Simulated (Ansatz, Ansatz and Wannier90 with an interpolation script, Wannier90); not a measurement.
**Settings in Wannier-interpolated G0W0: GaN (F-43m)**

How do the Wannier model and the GW settings move the interpolated bands of GaN (F-43m)?

Method: maximally localised Wannier functions from the overlaps of LDA states (plane waves, PAW), in Wannier90 4.0.3.

### Step 1. Starting point

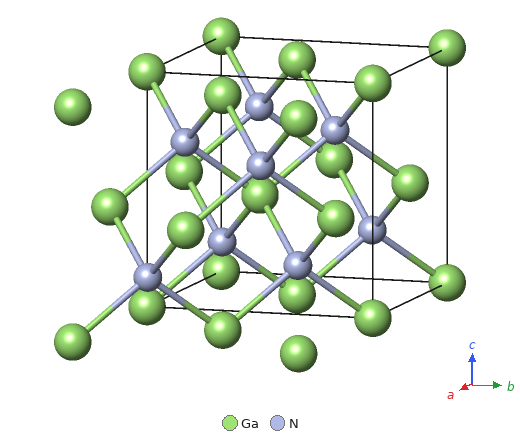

The cell as given, slightly off an axis (gallium green, nitrogen light blue). 2×1×1 cells are drawn. This picture shows the conventional cell, with its axes. Bonds to atoms that aren't drawn are left out. Some periodic images of atoms are drawn too.

Coordinates:

```cif
data_structure
_symmetry_space_group_name_H-M 'P 1'
_symmetry_Int_Tables_number 1
_cell_length_a 3.1869
_cell_length_b 3.1869
_cell_length_c 3.1869
_cell_angle_alpha 60.000
_cell_angle_beta 60.000
_cell_angle_gamma 60.000
_cell_volume 22.89
loop_
_atom_site_label
_atom_site_type_symbol
_atom_site_fract_x
_atom_site_fract_y
_atom_site_fract_z
_atom_site_occupancy
Ga1 Ga 0.00000 0.00000 0.00000 1
N2 N 0.25000 0.25000 0.25000 1
```

The cell and positions are those that the Materials Project relaxed with its own functionals (PBE, PBE+U or r2SCAN), kept fixed. This is not the form that GaN usually takes at ambient conditions.

### Step 2. Wannier model on 16×16×16, by Wannier90

Localised functions give a small Hamiltonian that interpolates between mesh points at no cost.

w.win

```
num_iter = 1200
conv_tol = 1.0e-8
conv_window = 5
dis_num_iter = 4000
dis_conv_tol = 1.0e-8
dis_mix_ratio = 0.7
write_hr = true
use_ws_distance = false
num_print_cycles = 50
! ansatz wannier90 interface
! projections by site (counted from 0) and shell: 0 4S, 0 4P, 1 2P
! states of the run's bands (counted from 1): 1-14
num_bands = 14
num_wann  = 7
dis_win_min = 2.01
dis_win_max = 24.81
dis_froz_min = 2.01
dis_froz_max = 14.01
guiding_centres = true

begin unit_cell_cart
Ang
                      0.0               2.25350061               2.25350061
               2.25350061                      0.0               2.25350061
               2.25350061               2.25350061                      0.0
end unit_cell_cart

begin atoms_frac
Ga                       0.0                      0.0                      0.0
N                       0.25                     0.25                     0.25
end atoms_frac

mp_grid = 16 16 16

[... the mesh's points ...]
```

On the command line:

```bash
> OMP_NUM_THREADS=1 mpirun -n 8 wannier90.x w > wannier90.x.log
```

Numbers of over 12 decimals in the logs are rounded to 6 here.

The program printed:

```text
TEM
                                    ------

                              Lattice Vectors (Ang)
                    a_1     0.000000   2.253501   2.253501
                    a_2     2.253501   0.000000   2.253501
                    a_3     2.253501   2.253501   0.000000

                   Unit Cell Volume:      22.88775  (Ang^3)

                        Reciprocal-Space Vectors (Ang^-1)
                    b_1    -1.394094   1.394094   1.394094
                    b_2     1.394094  -1.394094   1.394094
                    b_3     1.394094   1.394094  -1.394094

 *----------------------------------------------------------------------------*
 |   Site       Fractional Coordinate          Cartesian Coordinate (Ang)     |
 +----------------------------------------------------------------------------+
 | ga   1   0.00000   0.00000   0.00000   |    0.00000   0.00000   0.00000    |
 | n    1   0.25000   0.25000   0.25000   |    1.12675   1.12675   1.12675    |
 *----------------------------------------------------------------------------*
                                ------------
                                K-POINT GRID
                                ------------

             Grid size = 16 x 16 x 16      Total points = 4096

 *---------------------------------- MAIN ------------------------------------*
 |  Number of Wannier Functions               :                 7             |
 |  Number of Objective Wannier Functions     :                 7             |
 |  Number of input Bloch states              :                14             |
 |  Output verbosity (1=low, 5=high)          :                 1             |
 |  Timing Level (1=low, 5=high)              :                 1             |
 |  Optimisation (0=memory, 3=speed)          :                 3             |
 |  Length Unit                               :               Ang             |
 |  Post-processing setup (write *.nnkp)      :                 F             |
 |  Using Gamma-only branch of algorithms     :                 F             |
 *----------------------------------------------------------------------------*
 *------------------------------- WANNIERISE ---------------------------------*
 |  Total number of iterations                :              1200             |
 |  Number of CG steps before reset           :                 5             |
 |  Trial step length for line search         :             2.000             |
 |  Convergence tolerence                     :         0.100E-07             |
 |  Convergence window                        :                 5             |
 |  Iterations between writing output         :                50             |
 |  Iterations between backing up to disk     :               100             |
 |  Write r^2_nm to file                      :                 F             |
[...]
Sum of centres and spreads (  3.380251,  3.380251,  3.380251 )    14.43336782

      0     0.144E+02     0.0000000000       14.4333678215       4.35  <-- CONV
        O_D=      0.2046367 O_OD=      4.4593180 O_TOT=     14.4333678 <-- SPRD
 ------------------------------------------------------------------------------
 Cycle:      1
[...]
Sum of centres and spreads (  3.380251,  3.380251,  3.380251 )    14.16481588

      1    -0.269E+00     0.1030111426       14.1648158800       4.39  <-- CONV
        O_D=      0.2107973 O_OD=      4.1846054 O_TOT=     14.1648159 <-- SPRD
 Delta: O_D=  0.6160667E-02 O_OD= -0.2747126E+00 O_TOT= -0.2685519E+00 <-- DLTA
 ------------------------------------------------------------------------------
 Cycle:     50
[...]
Sum of centres and spreads (  3.380251,  3.380251,  3.380251 )    13.62275010

     50    -0.933E-05     0.0014634307       13.6227500965       6.23  <-- CONV
        O_D=      0.2172435 O_OD=      3.6360934 O_TOT=     13.6227501 <-- SPRD
 Delta: O_D= -0.5764726E-05 O_OD= -0.3569992E-05 O_TOT= -0.9334718E-05 <-- DLTA
 ------------------------------------------------------------------------------
 Cycle:    100
[...]
Sum of centres and spreads (  3.380251,  3.380251,  3.380251 )    13.62265120

    100    -0.403E-10     0.0000518035       13.6226511978       8.04  <-- CONV
        O_D=      0.2171644 O_OD=      3.6360736 O_TOT=     13.6226512 <-- SPRD
 Delta: O_D= -0.1043010E-09 O_OD=  0.6395240E-10 O_TOT= -0.4034817E-10 <-- DLTA
 ------------------------------------------------------------------------------

             <<<     Delta < 1.000E-08  over  5 iterations     >>>
             <<< Wannierisation convergence criteria satisfied >>>

 Final State
[...]
WF centre and spread    6  (  1.126750,  1.126750,  1.126750 )     0.91962560
  WF centre and spread    7  (  1.126750,  1.126750,  1.126750 )     0.91962560
  Sum of centres and spreads (  3.380251,  3.380251,  3.380251 )    13.62265120

         Spreads (Ang^2)       Omega I      =     9.769413168
        ================       Omega D      =     0.217164419
                               Omega OD     =     3.636073611
    Final Spread (Ang^2)       Omega Total  =    13.622651198
 ------------------------------------------------------------------------------

 Writing checkpoint file w.chk... done

 *---------------------------------------------------------------------------*
 |                               PLOTTING                                    |
 *---------------------------------------------------------------------------*

 *===========================================================================*
 |                             TIMING INFORMATION                            |
 *===========================================================================*
 |    Tag                                                Ncalls      Time (s)|
 |---------------------------------------------------------------------------|
 |kmesh: get                                        :         1         0.963|
 |overlap: read                                     :         1         3.575|
 |dis: main                                         :         1         4.513|
 |wann: main                                        :         1         3.710|
 |plot: main                                        :         1         0.305|
 *---------------------------------------------------------------------------*
 All done: wannier90 exiting
```

Run time: 18 s. Hardware: 8 MPI ranks of Arm Neoverse V2, shared host; 2.3 min of CPU time.

Numbers from this step:

* gauge-invariant spread: 9.769 Å²
* diagonal spread: 0.2172 Å²
* off-diagonal spread: 3.636 Å²
* total spread: 13.62 Å²
* disentanglement steps: 310
* r.m.s. interpolation error: 3.61e-4 eV
* r.m.s. error near the gap: 4.32e-4 eV

Near the gap the model misses directly solved bands by 0.4 meV r.m.s. and by 2 meV at most in the window tested. This tests the starting bands, not the corrections carried with them.

### Step 3. Wannier model on 16×16×16, by the program's own minimiser

This step: maximally localised Wannier functions, LDA, plane waves, PAW.

input.yaml

```yaml
crystal:
  lattice:
    - [0.0, 2.25350061, 2.25350061]
    - [2.25350061, 0.0, 2.25350061]
    - [2.25350061, 2.25350061, 0.0]
  atoms:
    - { symbol: Ga, position: [0.0, 0.0, 0.0] }
    - { symbol: "N", position: [0.25, 0.25, 0.25] }
kpoints:
  mp_grid: { grid: [8, 8, 8] }
hamiltonian:
  xc: lda
scf:
  occupations: { method: fixed }
  n_extra_bands: 30
output:
  wannier:
    kmesh: [16, 16, 16]
    projections:
      - { species: Ga, l: s, shell: 4 }
      - { species: Ga, l: p, shell: 4 }
      - { species: "N", l: p, shell: 2 }
    minimise: true
    write_hr: true
    seedname: w
    conv_tol: 1.0e-06
    max_iter: 20000
    stability_check: false
    disentanglement:
      window: [2.01, 24.81]
      frozen_window: [2.01, 14.01]
      conv_tol: 1.0e-08
```

On the command line:

```bash
> ansatz run input.yaml --threads 12 --pin off --max-ram 22118MiB --backend cpu --events-out ev --progress --plain --runs-dir out
```

The program printed:

```text
scf.n_extra_bands = 30 over 9 filled bands (N_el = 18.0): the run solves 39 bands
Engine: ansatz 0.2.0, aarch64-unknown-linux-gnu
Pseudopotentials: kind: paw
Pseudopotential: Ga, paw, valence charge 13, recommended cutoff 420 eV (normal), Ga.paw.azcp
Pseudopotential: N, paw, valence charge 5, recommended cutoff 420 eV (normal), N.paw.azcp
Functional definition: SPW92
  exchange = slater_x
  correlation = pw_c
Crystal: 2 atoms, lattice volume = 22.888 Å³
Basis set: ecut = 420 eV, 459 PW (Γ)
Bands: 39, of which v1, the nominal top of the filled ones, is band 9 counted from 1 (8 counted from 0)
Symmetry: 24 space group operations
Space group: F-43m (ITA 216), of the structure as read, at distance tolerance 2.8e-5 Å
k-points: 29 of 512 (time reversal used)
Non-local potential: Ga, projectors of the file, l = 0: 2, l = 1: 2, l = 2: 3, l = 3: 1
Non-local potential: N, projectors of the file, l = 0: 2, l = 1: 2, l = 2: 1
PAW form: soft (Blöchl's): semilocal exchange-correlation on the pseudo side does not see the compensation charge
PAW frozen core: Ga, regenerated for the run's functional, and the local potential with it (the file was generated under x = pbe(κ = 0.804, μ = 0.219515), c = pbe(β = 0.066725))
PAW frozen core: N, regenerated for the run's functional, and the local potential with it (the file was generated under x = pbe(κ = 0.804, μ = 0.219515), c = pbe(β = 0.066725))
PAW one-centre angular grid: Ga, 590 points (default); XC on 64 Gauss nodes
PAW one-centre angular grid: N, 110 points (default); XC on 64 Gauss nodes
[...]
SCF 1 converged in 6 iterations: F = -4082.066747 eV  dr2 = 3.04e-9
[...]
NSCF: frozen V_eff on 148 k-points
the Wannier pass solved 148 of the 4096 points of its mesh, and has the states at the others by symmetry: states obtained by the crystal's operations at points that were solved too leave a residual of 4.82e-13 eV (read by the count's bands and the next), within 5.56e-6 eV
SCF converged after 6 iterations
Free energy (F): -4082.066747 eV
Harris-Foulkes:  -4082.066747 eV  (|F-HF|=9.45e-10)
Internal energy: -4082.066747 eV  (E = F + TS)
E sigma→0 (E₀):  -4082.066747 eV
Fermi energy:    9.280419 eV
--- Per-component energies (eV) ---
  E_band       = -13.121279
  E_kinetic    = 246.493593
  E_local      = -1953.279783  (includes V_loc(G=0)·N_el)
  E_nonlocal   = 477.482591
  E_hartree    = 895.549356
  E_xc         = -127.671775
  E_vxc        = -133.990922  (∫ρ·V_xc dr)
  E_paw        = -2035.014420  (= ΣΔE_a)
  E_vpaw       = -440.925213  (= ΣTr[D̂ρ^β])
  E_aug_tail   = 0.000119  (compensation charges beyond the density's cutoff)
  E_ewald      = -1587.434952
  E_core_change = 1.808524  (= ΣΔE_core)
  E_smearing   = -0.000000  (= −TS)
  E_closure    = 0.000000  (closes the sum)
  Σ components = -4082.066747   (vs F -4082.066747, Δ=0.00e0)
--- Band table (eV; the first three rows and the last of 29) ---
  k-point 0: bands = [... 5 lower, -3.9908, 9.2804, 9.2804, 9.2804, 11.0124, 19.3981, 19.3981, 19.3981, ... 26 higher]
  k-point 1: bands = [... 5 lower, -3.9924, 7.7575, 9.1167, 9.1167, 12.1384, 18.6901, 19.6360, 19.6360, ... 26 higher]
  k-point 2: bands = [... 5 lower, -3.9062, 5.4112, 8.7530, 8.7530, 13.2880, 17.8914, 19.8642, 19.8642, ... 26 higher]
  k-point 28: bands = [... 5 lower, -1.8212, 3.4991, 5.5415, 5.5929, 15.4009, 17.5039, 19.4281, 20.1910, ... 26 higher]
Wannier search: line search 1 of at most 20000: gauge-dependent spread (as the search counts it) 4.3942487 Å², largest recent change 2.7e-1 Å² against conv_tol 1.0e-6 Å², 0 stops escaped
```

It took 9.3 s on 12 threads; peak memory 1.9 GiB.

In the SCF lines HF is the Harris–Foulkes energy and dr2 the Hartree energy of the density residual, in eV; the loop may stop once dr2 is under the threshold and the program's other checks hold. Hψ counts applications of the Hamiltonian.

This step gave:

| Item | Value |
| --- | --- |
| gauge-invariant spread | 9.769 Å² |
| diagonal spread | 0.2171 Å² |
| off-diagonal spread | 3.635 Å² |
| total spread | 13.62 Å² |
| least projectability | 0.2114 |
| localisation steps | 81 |
| disentanglement steps | 264 |
| r.m.s. interpolation error | 3.53e-4 eV |
| r.m.s. error near the gap | 4.26e-4 eV |

Near the gap the model misses directly solved bands by 0.4 meV r.m.s. and by 2 meV at most in the window tested. This tests the starting bands, not the corrections carried with them.

Frozen up to 4.73 eV; above it the model need not follow the bands. The electronic bands at the labelled points (eV, zero at the valence-band top; v1 is the highest filled band, c1 the lowest empty one):

```tsv
point	v3	v2	v1	c1	c2	c3	c4
Γ	0.00	0.00	0.00	1.73	10.12	10.12	10.12
X	-6.21	-2.73	-2.73	3.26	8.49	13.74	13.74
U	-5.95	-4.31	-2.20	4.91	8.15	11.44	12.65
jump to K	-5.95	-4.31	-2.20	4.91	8.15	11.44	12.65
Γ	0.00	0.00	0.00	1.73	10.12	10.12	10.12
L	-7.12	-0.98	-0.98	4.53	8.60	10.20	10.20
W	-5.78	-3.74	-3.69	6.12	8.22	10.15	12.85
X	-6.21	-2.73	-2.73	3.26	8.49	13.74	13.74
```

The same for Kohn-Sham, solved directly:

```tsv
point	v3	v2	v1	c1	c2	c3	c4
Γ	0.00	0.00	0.00	1.73	10.12	10.12	10.12
X	-6.21	-2.73	-2.73	3.26	6.48	11.50	13.74
U	-5.95	-4.31	-2.20	4.89	7.71	10.88	12.65
K	-5.95	-4.31	-2.20	4.89	7.71	10.88	12.65
Γ	0.00	0.00	0.00	1.73	10.12	10.12	10.12
L	-7.12	-0.98	-0.98	4.53	8.60	10.20	10.20
W	-5.78	-3.74	-3.69	6.12	8.22	10.15	10.91
X	-6.21	-2.73	-2.73	3.26	6.48	11.50	13.74
```

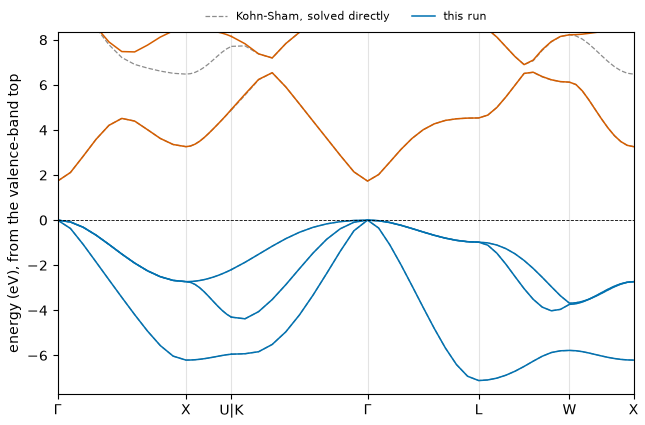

Electronic bands along the path; lines of filled and empty bands in two colours; dashed: Kohn-Sham, solved directly.

### Step 4. Wannier model on 8×8×8, by Wannier90

This step: maximally localised Wannier functions from the overlaps of LDA states (plane waves, PAW).

w.win, as its differences from that of step 2:

```diff
@@ -32,3 +32,3 @@
 
-mp_grid = 16 16 16
+mp_grid = 8 8 8
```

On the command line:

```bash
> OMP_NUM_THREADS=1 mpirun -n 8 wannier90.x w > wannier90.x.log
```

The program printed:

```text
[banner, memory and clock lines left out]
TEM
                                    ------

                              Lattice Vectors (Ang)
                    a_1     0.000000   2.253501   2.253501
                    a_2     2.253501   0.000000   2.253501
                    a_3     2.253501   2.253501   0.000000

                   Unit Cell Volume:      22.88775  (Ang^3)

                        Reciprocal-Space Vectors (Ang^-1)
                    b_1    -1.394094   1.394094   1.394094
                    b_2     1.394094  -1.394094   1.394094
                    b_3     1.394094   1.394094  -1.394094

 *----------------------------------------------------------------------------*
 |   Site       Fractional Coordinate          Cartesian Coordinate (Ang)     |
 +----------------------------------------------------------------------------+
 | ga   1   0.00000   0.00000   0.00000   |    0.00000   0.00000   0.00000    |
 | n    1   0.25000   0.25000   0.25000   |    1.12675   1.12675   1.12675    |
 *----------------------------------------------------------------------------*
                                ------------
                                K-POINT GRID
                                ------------

             Grid size =  8 x  8 x  8      Total points =  512

 *---------------------------------- MAIN ------------------------------------*
 |  Number of Wannier Functions               :                 7             |
 |  Number of Objective Wannier Functions     :                 7             |
 |  Number of input Bloch states              :                14             |
 |  Output verbosity (1=low, 5=high)          :                 1             |
 |  Timing Level (1=low, 5=high)              :                 1             |
[...]
Sum of centres and spreads (  3.380251,  3.380251,  3.380251 )    13.12273013

      1    -0.434E+00     0.2333995118       13.1227301313       0.18  <-- CONV
        O_D=      0.2049166 O_OD=      3.7583026 O_TOT=     13.1227301 <-- SPRD
 Delta: O_D=  0.1909427E-01 O_OD= -0.4530630E+00 O_TOT= -0.4339688E+00 <-- DLTA

             <<<     Delta < 1.000E-08  over  5 iterations     >>>
             <<< Wannierisation convergence criteria satisfied >>>

 Final State
[...]
WF centre and spread    6  (  1.126750,  1.126750,  1.126750 )     0.88249722
  WF centre and spread    7  (  1.126750,  1.126750,  1.126750 )     0.88249722
  Sum of centres and spreads (  3.380251,  3.380251,  3.380251 )    12.87506883

         Spreads (Ang^2)       Omega I      =     9.159510920
        ================       Omega D      =     0.198718398
                               Omega OD     =     3.516839513
    Final Spread (Ang^2)       Omega Total  =    12.875068831

 Writing checkpoint file w.chk... done

 *---------------------------------------------------------------------------*
 |                               PLOTTING                                    |
 *---------------------------------------------------------------------------*

 *===========================================================================*
 |                             TIMING INFORMATION                            |
 *===========================================================================*
 |    Tag                                                Ncalls      Time (s)|
 |---------------------------------------------------------------------------|
 |kmesh: get                                        :         1         0.113|
 |overlap: read                                     :         1         0.449|
 |dis: main                                         :         1         0.179|
 |wann: main                                        :         1         0.205|
 |plot: main                                        :         1         0.042|
 *---------------------------------------------------------------------------*
 All done: wannier90 exiting
```

Elapsed: 1.9 s, on 8 MPI ranks.

Numbers from this step:

| Quantity | Value |
| --- | --- |
| gauge-invariant spread | 9.160 Å² |
| diagonal spread | 0.1987 Å² |
| off-diagonal spread | 3.517 Å² |
| total spread | 12.88 Å² |
| disentanglement steps | 100 |
| r.m.s. interpolation error | 0.003602 eV |
| r.m.s. error near the gap | 0.004602 eV |

Near the gap the model misses directly solved bands by 4.6 meV r.m.s. and by 26 meV at most in the window tested. This tests the starting bands, not the corrections carried with them.

Frozen up to 4.73 eV; above it the model need not follow the bands. The electronic bands at the labelled points (eV, zero at the valence-band top; v1 is the highest filled band, c1 the lowest empty one):

```tsv
point	v3	v2	v1	c1	c2	c3	c4
Γ	0.00	0.00	0.00	1.73	10.12	10.12	10.12
X	-6.21	-2.73	-2.73	3.26	8.60	13.74	13.74
U	-5.95	-4.31	-2.20	4.97	8.17	11.46	12.65
jump to K	-5.95	-4.31	-2.20	4.97	8.17	11.46	12.65
Γ	0.00	0.00	0.00	1.73	10.12	10.12	10.12
L	-7.12	-0.98	-0.98	4.53	8.66	10.20	10.20
W	-5.78	-3.74	-3.69	6.12	8.22	10.15	12.88
X	-6.21	-2.73	-2.73	3.26	8.60	13.74	13.74
```

The same for Kohn-Sham, solved directly:

(Unchanged from step 3.)

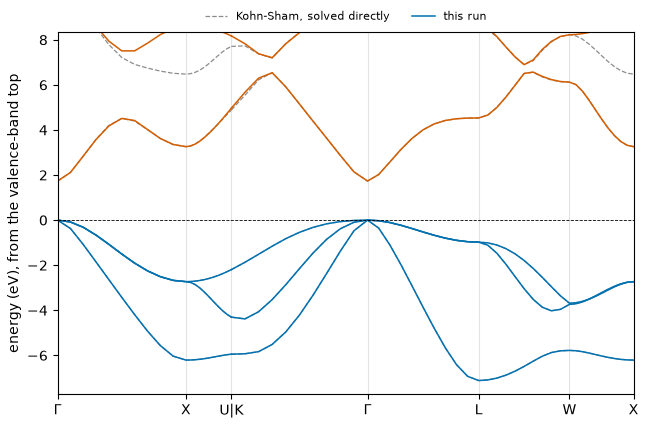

Electronic bands along the path; lines of filled and empty bands in two colours; dashed: Kohn-Sham, solved directly.

[end of part 1 of 2]

[Paths, hosts, dates, memory and timing lines, banners, echoed tables and standing remarks are left out of the program output.]

[Logs are printed without paths, hosts, clocks, repeated set-up lines and the standing remarks that a program may print on its own settings, such as how far it seeks lower states.]

[Runs of the session that timed out or met a known fault of the program may be left out.]

[Hosts, paths, dates, database ids (printed as entryN), source tags and the programs' standing remarks are cut or masked in the printed files.]
